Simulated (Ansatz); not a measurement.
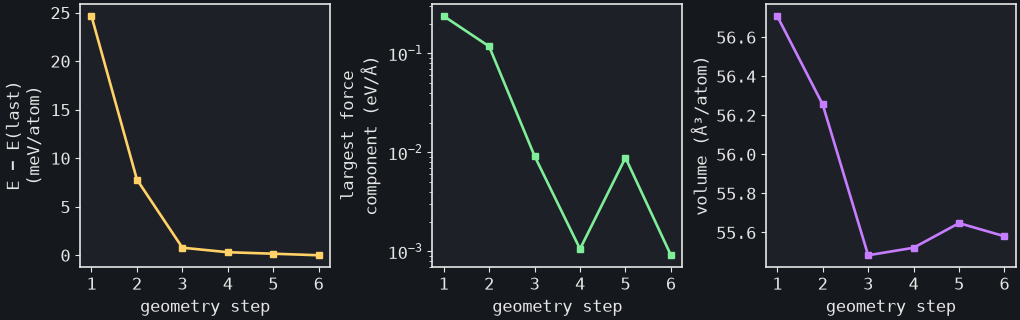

History of a geometry optimisation. Atoms and cell relax. A closing SCF on a freshly chosen basis isn't drawn.

```
crystal:
  lattice:
    - [4.31, 0.0, 0.0]
    - [-2.155, 3.7325694903, 0.0]
    - [0.0, 0.0, 7.05]
  atoms:
    - { symbol: Sr, position: [0.2921278633, 0.5712051867, 0.25963496] }
    - { symbol: Sr, position: [0.6127858667, 0.3221728833, 0.78674266] }
kpoints:
  mp_grid: { grid: [6, 6, 3] }
scf:
  occupations: { method: methfessel_paxton, width: 0.15 }
hamiltonian:
  xc: pbe
  pseudopotentials: { kind: paw }
output:
  forces: true
  stress: true
  efg: { contact_densities: true }
relax:
  f_tol: 0.01
  max_steps: 80
  cell: {}
basis:
  ecutrho_ratio: 4
```

Command:
```bash
ansatz run input.yaml --threads 1 --pin off --max-ram 2048MiB --backend cpu --events-out ev --progress --plain --runs-dir out
```

> How did the optimisation end?

The optimisation met its thresholds at geometry 6, counting the start as the first. The energy fell by about 25 meV/atom from the first step to the last. The largest force component goes from about 0.24 eV/Å at the start to 9 × 10⁻⁴ eV/Å at the end.

> What happens to the cell?

The volume shrinks from 56.7 to 55.6 Å³ per atom (−2 %). The start was expanded.
